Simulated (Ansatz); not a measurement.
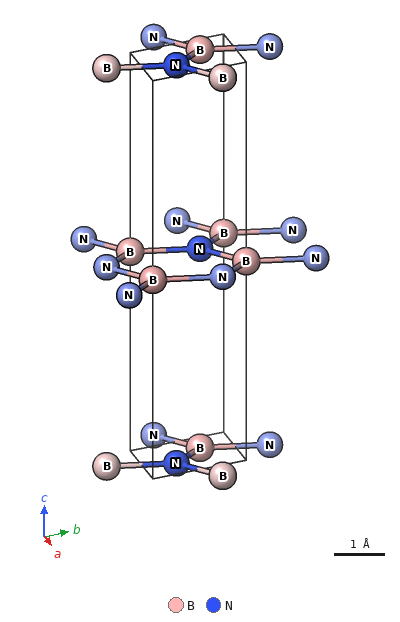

Fig. 1: The starting structure (ball-and-stick view of the cell of the calculation, seen slightly off an axis; neighbours outside the cell are drawn fainter). An atom can appear more than once, as a periodic image. Near neighbours in the periodic cell (some may lie outside the picture): B has 3 N at 1.45 Å; N has 3 B at 1.45 Å.

**Geometry relaxation, with input and output: BN**

- system: BN (4 atoms in the cell)
- method: DFT PBE, scalar-relativistic, plane waves, PAW, no spin polarisation (Ansatz 0.2.0)

The structure was made by a generator, so it may or may not be a known phase.

## Input
```yaml
crystal:
  lattice:
    - [2.5121490623, 0.0, 0.0]
    - [-1.2560745311, 2.175584906, 0.0]
    - [0.0, 0.0, 8.3518967055]
  atoms:
    - { symbol: B, position: [0.0, 0.0, 0.5] }
    - { symbol: B, position: [0.3333333333, 0.6666666667, 0.0] }
    - { symbol: "N", position: [0.3333333333, 0.6666666667, 0.5] }
    - { symbol: "N", position: [0.6666666667, 0.3333333333, 0.0] }
basis:
  ecutwfc: 420
kpoints:
  mp_grid: { grid: [12, 12, 4] }
hamiltonian:
  xc: pbe
scf:
  occupations: { method: gaussian, width: 0.02 }
output:
  forces: true
  stress: true
  eigenvalues: true
relax:
  adjacent_minimum: "off"
  f_tol: 0.01
  max_steps: 80
  cell: { stress_tol: 0.05 }
```

Run on 1 thread of Intel Xeon @ 2.70GHz, 189 GiB of memory available, shared host.

Command:
```bash
ansatz run input.yaml --threads 1 --pin off --max-ram 2560MiB --backend cpu --events-out ev --progress --plain --runs-dir out
```

## What the program printed
```
Engine: ansatz 0.2.0, x86_64-unknown-linux-gnu
Pseudopotentials: kind: paw
Pseudopotential: B, paw, valence charge 3, recommended cutoff 420 eV (normal), B.paw.azcp
Pseudopotential: N, paw, valence charge 5, recommended cutoff 420 eV (normal), N.paw.azcp
Functional definition: PBE
  parameter kappa = 0.804
  parameter beta = 0.06672455060314922
  exchange = pbe_x(kappa = kappa, mu = beta*pi^2/3)
  correlation = pbe_c(beta = beta)
Crystal: 4 atoms, lattice volume = 45.646 Å³
Basis set: ecut = 420 eV, 885 PW (Γ), exchange–correlation on 36×36×120 points (8 copies of the dense FFT grid, shifted against one another)
Bands: 12, of which v1, the nominal top of the filled ones, is band 8 counted from 1 (7 counted from 0)
Symmetry: 12 space group operations
Space group: P-6m2 (ITA 187), of the structure as read, at distance tolerance 3.6e-5 Å
k-points: 57 of 576 (time reversal used)
Non-local potential: B, projectors of the file, l = 0: 2, l = 1: 2, l = 2: 1
Non-local potential: N, projectors of the file, l = 0: 2, l = 1: 2, l = 2: 1
PAW form: soft (Blöchl's): semilocal exchange-correlation on the pseudo side does not see the compensation charge
PAW one-centre angular grid: B, 110 points (default); XC on 64 Gauss nodes
PAW one-centre angular grid: N, 110 points (default); XC on 64 Gauss nodes
Initial density: superposition of atomic densities (neutral atoms: chi_scale 0, normalization atom), corrected by the library's trained network
Initial wavefunctions: pseudopotential atomic-orbital guess
Functional: x = pbe(κ = 0.804, μ = 0.2195149727645171), c = pbe(β = 0.06672455060314922)
SCF iter   1: F=—  HF=-1084.859200 eV  |F-HF|=—  |Δ(HF+E_count)|=         —  Δρ=3.90e-3  dr2=2.43e-3  ethr=1.77e-3  ⟨swp⟩=6.7  Hψ=4340  notcnv=0
preconditioner: auto → none  [insulator: Δε(μ)=4.328 eV  Ē_g=15.340 eV  σ=0.020 eV  W_gap=1.00  n_scr=6 (ndim 8)  ℏωp=22.0 eV  f_vac=0.233  D(μ)=0.00/eV (n_scr^D=0)  ε∞_Penn≈3.1]
SCF iter   2: F=—  HF=-1084.860210 eV  |F-HF|=—  |Δ(HF+E_count)|=   1.01e-3  Δρ=1.66e-3  dr2=3.90e-4  ethr=1.52e-5  ⟨swp⟩=2.7  Hψ=1760  notcnv=0
SCF iter   3: F=—  HF=-1084.860550 eV  |F-HF|=—  |Δ(HF+E_count)|=   3.40e-4  Δρ=7.83e-4  dr2=6.81e-5  ethr=2.44e-6  ⟨swp⟩=2.0  Hψ=1206  notcnv=0
SCF iter   4: F=—  HF=-1084.860696 eV  |F-HF|=—  |Δ(HF+E_count)|=   1.46e-4  Δρ=7.28e-5  dr2=8.59e-7  ethr=4.26e-7  ⟨swp⟩=2.2  Hψ=1286  notcnv=0
iter 5 did not close the SCF: its close was put off for the readings that it lacked (scf_convergence_deferred on its scf_iter line)
SCF iter   5: F=-1084.860699 eV  HF=-1084.860699 eV  |F-HF|=5.45e-8  |Δ(HF+E_count)|=   3.12e-6  Δρ=9.24e-6  dr2=2.17e-8  ethr=5.37e-9  ⟨swp⟩=2.1  Hψ=1087  notcnv=0
SCF iter   6: F=-1084.860699 eV  HF=-1084.860699 eV  |F-HF|=6.76e-10  |Δ(HF+E_count)|=   6.32e-8  Δρ=2.29e-6  dr2=1.83e-9  ethr=1.36e-10  ⟨swp⟩=2.3  Hψ=2499  notcnv=0
the search or the solves at the SCF's close seem to have found levels that the self-consistency loop had missed (the run counts 2). By its estimate they hold under 1e-12 electrons; where the run keeps them, the occupations were computed again with them
SCF 1 converged in 6 iterations: F = -1084.860699 eV  dr2 = 1.83e-9
  greatest PAW one-centre occupation: 0.796 electrons in one spin orbital (limit 2), on the N atom at site 2 (counted from 0), in its partial waves of l = 0
relax step   1: F+E_penalty+E_count = -1084.86069899 eV  Δ(F+E_penalty+E_count) = +0.000e0 eV  max|allowed force component| = 1.619e-16 eV/Å  Δτ_max = 0.0000 Å  P = +0.009 GPa  Ω = 45.646 Å³  (6 SCF iters, dr2 threshold 1.00e-7 eV, accepted)
Initial density: handed on by an earlier stage of this run
Initial wavefunctions: pseudopotential atomic-orbital guess (no wavefunctions were taken with the density)
iter 1 solved again at ethr=2.07e-8 eV; its pass at ethr=3.10e-3 eV (dr2=3.32e-6 eV) is discarded
SCF iter   1: F=—  HF=-1084.860675 eV  |F-HF|=—  |Δ(HF+E_count)|=         —  Δρ=2.17e-6  dr2=1.48e-9  ethr=2.07e-8  ⟨swp⟩=3.5  Hψ=6506  notcnv=0
preconditioner: auto → none  [insulator: Δε(μ)=4.386 eV  Ē_g=15.346 eV  σ=0.020 eV  W_gap=1.00  n_scr=6 (ndim 8)  ℏωp=22.0 eV  f_vac=0.232  D(μ)=0.00/eV (n_scr^D=0)  ε∞_Penn≈3.1]
SCF iter   2: F=—  HF=-1084.860699 eV  |F-HF|=—  |Δ(HF+E_count)|=   2.42e-5  Δρ=8.05e-7  dr2=1.32e-10  ethr=9.23e-12  ⟨swp⟩=3.2  Hψ=1393  notcnv=0
SCF iter   3: F=-1084.860699 eV  HF=-1084.860699 eV  |F-HF|=2.72e-10  |Δ(HF+E_count)|=  5.72e-10  Δρ=4.19e-7  dr2=2.98e-11  ethr=1.00e-12  ⟨swp⟩=5.6  Hψ=3126  notcnv=0
SCF 2 converged in 3 iterations: F = -1084.860699 eV  dr2 = 2.98e-11
relax step   2: F+E_penalty+E_count = -1084.86069899 eV  Δ(F+E_penalty+E_count) = -8.442e-10 eV  max|allowed force component| = 1.133e-16 eV/Å  Δτ_max = 0.0000 Å  P = +0.009 GPa  Ω = 45.646 Å³  stress off target by 4.68e-2 GPa  SCF on the basis re-selected at this cell (its energy is not comparable with the rows above)  (3 SCF iters)
basis re-selected at this cell: Δ(F+E_penalty+E_count) = -8.442e-10 eV, ΔP = -0.000 GPa vs the last step (what re-selecting the basis moved, of the pressure what is left beyond the Pulay correction that the steps carried, after the strain that the cell walked since its last selection, with what the two solves' SCF thresholds leave and, on support functions, any second-order correction that the steps lacked; it is no measure of the basis error at this ecutwfc). This SCF's stress stands 4.68e-2 GPa from its target on what of the cell is left free (relax.cell.stress_tol is 5.00e-2 GPa) and its largest allowed force component is 1.13e-16 eV/Å (relax.f_tol is 1.00e-2 eV/Å): within both
SCF converged after 3 iterations
Free energy (F): -1084.860699 eV
Harris-Foulkes:  -1084.860699 eV  (|F-HF|=2.72e-10)
Internal energy: -1084.860699 eV  (E = F + TS)
E sigma→0 (E₀):  -1084.860699 eV
Fermi energy:    4.746633 eV
--- Per-component energies (eV) ---
  E_band       = -72.998695
  E_kinetic    = 365.511894
  E_local      = -958.448966  (includes V_loc(G=0)·N_el)
  E_nonlocal   = 115.412512
  E_hartree    = 339.147859
  E_xc         = -184.006774
  E_vxc        = -228.223668  (∫ρ·V_xc dr)
  E_paw        = -413.512108  (= ΣΔE_a)
  E_vpaw       = -45.546357  (= ΣTr[D̂ρ^β])
  E_aug_tail   = 0.000199  (compensation charges beyond the density's cutoff)
  E_ewald      = -348.965316
  E_smearing   = -0.000000  (= −TS)
  E_closure    = 0.000000  (closes the sum)
  Σ components = -1084.860699   (vs F -1084.860699, Δ=0.00e0)
--- Forces (eV/Å), atoms counted from 1 ---
  atom   1  B      0.00000000    -0.00000000    -0.00000000
  atom   2  B      0.00000000     0.00000000    -0.00000000
  atom   3  N      0.00000000    -0.00000000    -0.00000000
  atom   4  N      0.00000000     0.00000000    -0.00000000
  max |Σ_I F_I| component: 1.39e-16 eV/Å
--- Stress (GPa, compression-positive) ---
       -0.010376       0.000000      -0.000000
       -0.000000      -0.010376      -0.000000
       -0.000000      -0.000000       0.046772
  P = ⅓ Tr σ = 0.0087 GPa (0.087 kbar)
--- Band table (eV; the first three rows and the last of 57) ---
  k-point 0: bands = ["-15.0811", "-15.0396", "-2.9398", "-2.3423", "1.1949", "1.1949", "1.2050", "1.2050", "6.9396", "10.2949", "12.6035", "14.0806"]
  k-point 1: bands = ["-15.0755", "-15.0454", "-2.8599", "-2.4390", "1.1947", "1.1947", "1.2048", "1.2048", "7.2852", "9.4774", "13.2855", "14.0816"]
  k-point 2: bands = ["-15.0653", "-15.0557", "-2.6619", "-2.6528", "1.1945", "1.1945", "1.2045", "1.2045", "8.2212", "8.2243", "14.0827", "14.0827"]
  k-point 56: bands = ["-11.4381", "-11.4280", "-5.3122", "-5.3030", "-4.6085", "-4.5988", "2.5427", "2.5536", "7.2035", "7.2104", "14.4265", "14.7157"]
--- Relaxed structure (1 steps of the walk, 1 accepted, 1 SCFs on fresh bases) ---
  F+E_penalty+E_count = -1084.86069899 eV   max|allowed force component| = 1.133e-16 eV/Å   (the final SCF, on the basis selected at the relaxed cell)
  cell:  # Å, volume = 45.6464 Å³
    - [2.512149062273987, -2.886752983820801e-11, 0.0]
    - [-1.2560745311119934, 2.1755849060369616, 0.0]
    - [0.0, 0.0, 8.3518967055]
  atoms:
    - { symbol: B, position: [-1.8503717076008884e-17, -2.3129646347434486e-17, 0.5000000000000001] }
    - { symbol: B, position: [0.33333333333333326, 0.6666666666666666, 0.0] }
    - { symbol: N, position: [0.33333333333333326, 0.6666666666666666, 0.5000000000000001] }
    - { symbol: N, position: [0.6666666666666667, 0.3333333333333333, 0.0] }
```

## Trajectory as extended XYZ (Å, eV, eV/Å), 2 frames, from step=1 to step=2
```
4
Lattice="2.5121 0.0000 0.0000 -1.2561 2.1756 0.0000 0.0000 0.0000 8.3519" Properties=species:S:1:pos:R:3:forces:R:3 step=1 energy=-1084.86070 pressure_GPa=0.01
B     0.0000    0.0000    4.1759    0.0000   0.0000   0.0000
B     0.0000    1.4504    0.0000    0.0000   0.0000   0.0000
N     0.0000    1.4504    4.1759    0.0000   0.0000   0.0000
N     1.2561    0.7252    0.0000    0.0000   0.0000   0.0000
4
Lattice="2.5121 0.0000 0.0000 -1.2561 2.1756 0.0000 0.0000 0.0000 8.3519" Properties=species:S:1:pos:R:3:forces:R:3 step=2 energy=-1084.86070 pressure_GPa=0.01
B     0.0000    0.0000    4.1759    0.0000   0.0000   0.0000
B     0.0000    1.4504    0.0000    0.0000   0.0000   0.0000
N     0.0000    1.4504    4.1759    0.0000   0.0000   0.0000
N     1.2561    0.7252    0.0000    0.0000   0.0000   0.0000
```

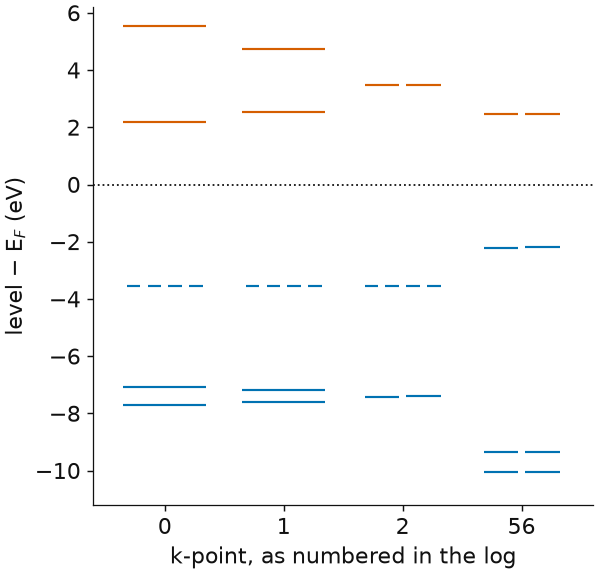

Fig. 2: Kohn–Sham levels near the Fermi level (dotted) at the few k-points that the log prints; levels within 0.02 eV of each other stand side by side. Among these points the highest filled and lowest empty levels are 4.39 eV apart, which is the gap on the mesh.

## Key numbers

```csv
quantity,value
outcome,converged
space group (tolerance 0.01 Å),P-6m2 (187)
electrons treated,16
free energy,−1084.8607 eV
Fermi energy,4.747 eV
gap on the k-point mesh,4.39 eV
pressure,0.01 GPa
final volume,45.65 Å³
largest force (length of the vector) at the end,under 0.001 eV/Å
final cell,"a = 2.512 Å, b = 2.512 Å, c = 8.352 Å, α = 90.00°, β = 90.00°, γ = 120.00°"
wall time,5.7 s
peak memory,0.36 GiB
```
